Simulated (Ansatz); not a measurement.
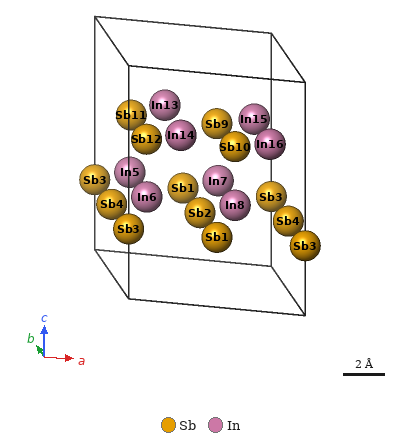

**Figure 1.** The input geometry (spheres-only view of the cell of the calculation, with the vacuum cut short, seen slightly off an axis; atoms are numbered from 1 in the order of the input). An atom can appear more than once, as a periodic image.

Single-point calculation of InSb (part 1 of 2)

System: InSb (slab, 16 atoms in the cell).
Method: DFT PBE+D3(BJ), scalar-relativistic, plane waves, PAW, no spin polarisation (Ansatz 0.2.0).

The structure derives from an entry of the Crystallography Open Database. It belongs to a series of runs on one base structure; here: the slab at its places in the relaxed adsorbed structure. Figures and captions count atoms from 1; the log counts them from 0 in places.

### Input file
```yaml
crystal:
  lattice:
    - [9.2586444637, 0.0, 0.0]
    - [-4.6293222319, 8.0182213102, 0.0]
    - [0.0, 0.0, 22.7247822179]
  atoms:
    - { symbol: Sb, position: [0.5, 0.0, 0.3520385772] }
    - { symbol: Sb, position: [0.5, 0.5, 0.3520385772] }
    - { symbol: Sb, position: [0.0, 0.0, 0.3520385772] }
    - { symbol: Sb, position: [0.0, 0.5, 0.3520385772] }
    - { symbol: In, position: [0.1666666667, 0.8333333333, 0.3936212174] }
    - { symbol: In, position: [0.1666666667, 0.3333333333, 0.3936212174] }
    - { symbol: In, position: [0.6666666667, 0.8333333333, 0.3936212174] }
    - { symbol: In, position: [0.6666666667, 0.3333333333, 0.3936212174] }
    - { symbol: Sb, position: [0.6581479328, 0.8250557127, 0.5228267386] }
    - { symbol: Sb, position: [0.6666666667, 0.3333333333, 0.5259262497] }
    - { symbol: Sb, position: [0.1749442873, 0.8330922201, 0.5228267386] }
    - { symbol: Sb, position: [0.1669077799, 0.3418520672, 0.5228267386] }
    - { symbol: In, position: [0.3333333333, 0.6666666667, 0.5698246413] }
    - { symbol: In, position: [0.3283923075, 0.1684519868, 0.5569395307] }
    - { symbol: In, position: [0.8400596792, 0.6716076925, 0.5569395307] }
    - { symbol: In, position: [0.8315480132, 0.1599403208, 0.5569395307] }
basis:
  ecutwfc: 420
kpoints:
  mp_grid: { grid: [3, 3, 1] }
hamiltonian:
  xc: pbe
  dispersion: d3bj
scf:
  occupations: { method: gaussian, width: 0.1 }
output:
  forces: true
  eigenvalues: true
  write_density: true
  volumetric_format: npy
efield:
  axis: 3
  dipole_correction: true
  ramp_width: 0.04
```

Command:
```bash
ansatz run input.yaml --threads 4 --pin off --max-ram 10240MiB --backend cpu --events-out ev --progress --plain --runs-dir out
```

### The program's output
```
Engine: ansatz 0.2.0, x86_64-unknown-linux-gnu
Pseudopotentials: kind: paw
Pseudopotential: Sb, paw, valence charge 15, recommended cutoff 420 eV (normal), Sb.paw.azcp
Pseudopotential: In, paw, valence charge 13, recommended cutoff 420 eV (normal), In.paw.azcp
Functional definition: PBE
  parameter kappa = 0.804
  parameter beta = 0.06672455060314922
  exchange = pbe_x(kappa = kappa, mu = beta*pi^2/3)
  correlation = pbe_c(beta = beta)
Crystal: 16 atoms, lattice volume = 1687.039 Å³
Basis set: ecut = 420 eV, 33039 PW (Γ), exchange–correlation on 128×128×320 points (8 copies of the dense FFT grid, shifted against one another)
Bands: 135, of which v1, the nominal top of the filled ones, is band 112 counted from 1 (111 counted from 0)
Symmetry: 3 space group operations
Space group: P3 (ITA 143), of the structure as read, at distance tolerance 1.2e-4 Å
k-points: 3 of 9 (time reversal used)
Non-local potential: Sb, projectors of the file, l = 0: 2, l = 1: 2, l = 2: 2, l = 3: 2
Non-local potential: In, projectors of the file, l = 0: 2, l = 1: 2, l = 2: 2, l = 3: 2
PAW form: soft (Blöchl's): semilocal exchange-correlation on the pseudo side does not see the compensation charge
PAW one-centre angular grid: Sb, 590 points (default); XC on 64 Gauss nodes
PAW one-centre angular grid: In, 590 points (default); XC on 64 Gauss nodes
Initial density: superposition of atomic densities (neutral atoms: chi_scale 0, normalization atom), corrected by the library's trained network
Initial wavefunctions: pseudopotential atomic-orbital guess
Functional: x = pbe(κ = 0.804, μ = 0.2195149727645171), c = pbe(β = 0.06672455060314922)
SCF iter   1: F=—  HF=-96659.358854 eV  |F-HF|=—  |Δ(HF+E_count)|=         —  Δρ=2.03e-3  dr2=9.74e-1  ethr=1.77e-3  p=0.570 e·Å  D=6.11e-2 V/Å  ΔV_dip=-1.39 eV  dr2_dipole=2.87e-1  V_vac-E_F(+/−)=3.57/4.95 eV  ⟨swp⟩=7.3  Hψ=1716  notcnv=0  defer=5
efield: sawtooth ramp at fractional position 0.9409 (placed from the atoms, in the widest stretch of the axis that holds none; the zero of the levels goes with the place), width 0.0400; the density the first Hamiltonian is built on has a dipole p = 0.570 e·Å; the dipole correction subtracts the counter field D = 6.11e-2 V/Å, which shifts the + side's vacuum level by -1.39 eV against the − side's; the planar-averaged density in the ramp window peaks in size at 6.1e-6 e/Å³
preconditioner: auto → Resta (q_TF=auto, 1.949 Å⁻¹)  ε∞=1.7  [insulator: Δε(μ)=0.305 eV  Ē_g=12.650 eV  σ=0.100 eV  W_gap=0.97  n_scr=212 (ndim 8)  ℏωp=10.8 eV  f_vac=0.629  D(μ)=0.58/eV (n_scr^D=0)  ε∞_Penn≈1.7  vacuum switching on, ρ_ref=1.2e-2 e/Å³]
SCF iter   2: F=—  HF=-96661.153899 eV  |F-HF|=—  |Δ(HF+E_count)|=    1.80e0  Δρ=1.02e-2  dr2=4.01e1  ethr=4.35e-4  p=1.273 e·Å  D=1.37e-1 V/Å  ΔV_dip=-3.10 eV  dr2_dipole=1.66e1  V_vac-E_F(+/−)=2.55/5.65 eV  ⟨swp⟩=3.0  Hψ=675  notcnv=1  defer=42  recentre
preconditioner: auto → LDOS  [metal: Δε(μ)=0.046 eV  Ē_g=12.510 eV  σ=0.100 eV  W_gap=0.25  n_scr=212 (ndim 8)  ℏωp=10.8 eV  f_vac=0.629  D(μ)=17.63/eV (n_scr^D=68)  β→1.0]
SCF iter   3: F=—  HF=-96659.311638 eV  |F-HF|=—  |Δ(HF+E_count)|=    1.84e0  Δρ=1.56e-3  dr2=5.61e-1  ethr=4.35e-4  p=0.595 e·Å  D=6.38e-2 V/Å  ΔV_dip=-1.45 eV  dr2_dipole=1.58e-1  V_vac-E_F(+/−)=3.52/4.97 eV  ⟨swp⟩=3.0  Hψ=568  notcnv=0  defer=7
SCF iter   4: F=—  HF=-96659.274254 eV  |F-HF|=—  |Δ(HF+E_count)|=   3.74e-2  Δρ=1.07e-3  dr2=1.20e-1  ethr=2.50e-4  p=0.649 e·Å  D=6.96e-2 V/Å  ΔV_dip=-1.58 eV  dr2_dipole=1.61e-2  V_vac-E_F(+/−)=3.42/5.00 eV  ⟨swp⟩=1.0  Hψ=468  notcnv=0  defer=10
SCF iter   5: F=—  HF=-96659.270538 eV  |F-HF|=—  |Δ(HF+E_count)|=   3.72e-3  Δρ=7.51e-4  dr2=1.17e-1  ethr=5.35e-5  p=0.689 e·Å  D=7.40e-2 V/Å  ΔV_dip=-1.68 eV  dr2_dipole=4.67e-2  V_vac-E_F(+/−)=3.32/5.00 eV  ⟨swp⟩=2.0  Hψ=415  notcnv=0  defer=10
SCF iter   6: F=—  HF=-96659.265797 eV  |F-HF|=—  |Δ(HF+E_count)|=   4.74e-3  Δρ=3.20e-4  dr2=9.36e-3  ethr=5.24e-5  p=0.663 e·Å  D=7.12e-2 V/Å  ΔV_dip=-1.62 eV  dr2_dipole=3.14e-3  V_vac-E_F(+/−)=3.35/4.97 eV  ⟨swp⟩=1.0  Hψ=368  notcnv=0  defer=10
SCF iter   7: F=—  HF=-96659.265854 eV  |F-HF|=—  |Δ(HF+E_count)|=   5.67e-5  Δρ=1.37e-4  dr2=2.59e-3  ethr=4.18e-6  p=0.654 e·Å  D=7.02e-2 V/Å  ΔV_dip=-1.60 eV  dr2_dipole=9.77e-4  V_vac-E_F(+/−)=3.35/4.95 eV  ⟨swp⟩=2.0  Hψ=414  notcnv=0  defer=10
SCF iter   8: F=—  HF=-96659.265828 eV  |F-HF|=—  |Δ(HF+E_count)|=   2.53e-5  Δρ=5.17e-5  dr2=4.90e-4  ethr=1.16e-6  p=0.649 e·Å  D=6.96e-2 V/Å  ΔV_dip=-1.58 eV  dr2_dipole=1.87e-4  V_vac-E_F(+/−)=3.36/4.94 eV  ⟨swp⟩=1.3  Hψ=369  notcnv=0  defer=10
SCF iter   9: F=—  HF=-96659.265802 eV  |F-HF|=—  |Δ(HF+E_count)|=   2.67e-5  Δρ=1.16e-5  dr2=1.07e-5  ethr=2.19e-7  p=0.646 e·Å  D=6.93e-2 V/Å  ΔV_dip=-1.58 eV  dr2_dipole=3.08e-6  V_vac-E_F(+/−)=3.37/4.94 eV  ⟨swp⟩=2.0  Hψ=386  notcnv=0  defer=10
SCF iter  10: F=—  HF=-96659.265946 eV  |F-HF|=—  |Δ(HF+E_count)|=   1.44e-4  Δρ=6.65e-6  dr2=8.59e-7  ethr=4.79e-9  p=0.646 e·Å  D=6.92e-2 V/Å  ΔV_dip=-1.57 eV  dr2_dipole=5.54e-8  V_vac-E_F(+/−)=3.37/4.94 eV  ⟨swp⟩=2.0  Hψ=744  notcnv=0  defer=34
SCF iter  11: F=—  HF=-96659.265946 eV  |F-HF|=—  |Δ(HF+E_count)|=   7.68e-8  Δρ=2.07e-6  dr2=4.06e-7  ethr=3.84e-10  p=0.646 e·Å  D=6.92e-2 V/Å  ΔV_dip=-1.57 eV  dr2_dipole=9.60e-8  V_vac-E_F(+/−)=3.37/4.94 eV  ⟨swp⟩=2.0  Hψ=706  notcnv=0  defer=34
SCF iter  12: F=-96659.265946 eV  HF=-96659.265946 eV  |F-HF|=3.11e-8  |Δ(HF+E_count)|=   6.63e-8  Δρ=9.09e-7  dr2=5.92e-8  ethr=4.46e-11  p=0.645 e·Å  D=6.92e-2 V/Å  ΔV_dip=-1.57 eV  dr2_dipole=8.94e-9  V_vac-E_F(+/−)=3.37/4.94 eV  ⟨swp⟩=17.7  Hψ=2157  notcnv=0
SCF 1 converged in 12 iterations: F = -96659.265946 eV  dr2 = 5.92e-8
  greatest PAW one-centre occupation: 0.995 electrons in one spin orbital (limit 2), on the Sb atom at site 8 (counted from 0), in its partial waves of l = 2
```

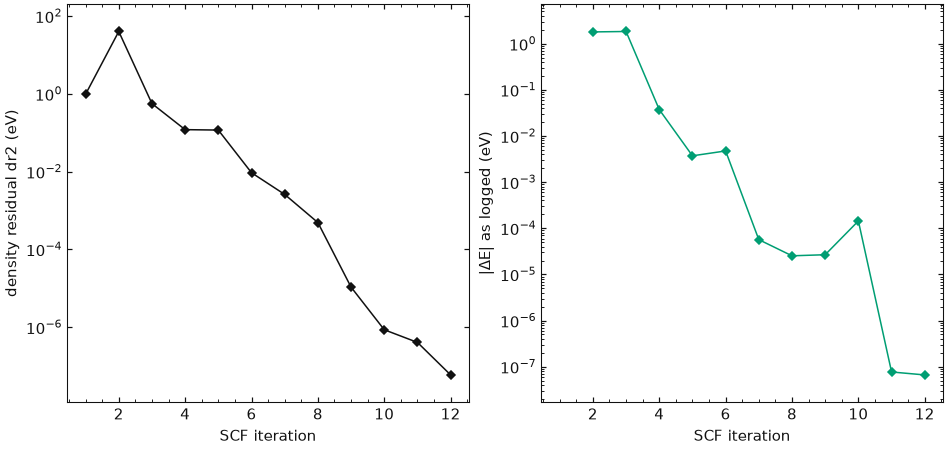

**Figure 2.** Convergence of the self-consistent field: density residual dr2 and size of the energy change against the SCF iteration. The residual comes down, with one marked jump up, by a factor of about 40, at step 2.

```
SCF converged after 12 iterations
Free energy (F): -96659.265946 eV
Harris-Foulkes:  -96659.265946 eV  (|F-HF|=3.11e-8)
Internal energy: -96659.229437 eV  (E = F + TS)
E sigma→0 (E₀):  -96659.247692 eV
Entropy (-TS):   -0.036509 eV (-2.282 meV/atom)
Fermi energy:    -0.393495 eV
Dipole field:    D = 0.069184 V/Å  (p = 0.645013 e·Å, saw-weighted, corrected)
Work function:   Φ+ = 3.3694 eV   Φ− = 4.9415 eV
Levels:          The Fermi level and band energies are counted from a zero that moves with the ramp; work functions are not
--- Per-component energies (eV) ---
  E_band       = -3830.457220
  E_kinetic    = 3589.292867
  E_local      = -136459.315522  (includes V_loc(G=0)·N_el)
  E_nonlocal   = 5832.398273
  E_hartree    = 65568.642819
  E_xc         = -2823.902172
  E_vxc        = -1555.025228  (∫ρ·V_xc dr)
  E_paw        = -69837.478514  (= ΣΔE_a)
  E_vpaw       = -6376.917187  (= ΣTr[D̂ρ^β])
  E_aug_tail   = 0.000194  (compensation charges beyond the density's cutoff)
  E_efield     = 0.022312  (sawtooth field / dipole correction)
  E_vefield    = 1.795420  (∫n·V_field dr)
  E_ewald      = 37474.618764
  E_disp       = -3.508460  (pairwise vdW)
  E_smearing   = -0.036509  (= −TS)
  E_closure    = 0.000000  (closes the sum)
  Σ components = -96659.265946   (vs F -96659.265946, Δ=0.00e0)
--- Forces (eV/Å), atoms counted from 1 ---
  atom   1  Sb     0.00228331     0.00716473     0.12422373
  atom   2  Sb     0.00506318    -0.00555976     0.12422373
  atom   3  Sb    -0.00000000     0.00000000     0.16716233
  atom   4  Sb    -0.00734649    -0.00160496     0.12422373
  atom   5  In     0.02844939    -0.02568617    -0.26919790
  atom   6  In     0.00802019     0.03748098    -0.26919790
  atom   7  In    -0.03646958    -0.01179481    -0.26919790
  atom   8  In    -0.00000000     0.00000000    -0.08061031
  atom   9  Sb     0.04705662     0.01964149     0.14653530
  atom  10  Sb     0.00000000    -0.00000000     0.02085880
  atom  11  Sb    -0.04053834     0.03093148     0.14653530
  atom  12  Sb    -0.00651828    -0.05057297     0.14653530
  atom  13  In     0.00000000     0.00000000     0.07790023
  atom  14  In     0.01765843    -0.00760205    -0.06330239
  atom  15  In    -0.01541278    -0.01149163    -0.06330239
  atom  16  In    -0.00224565     0.01909367    -0.06330239
  max |Σ_I F_I| component: 8.73e-5 eV/Å
--- Band table (eV) ---
```
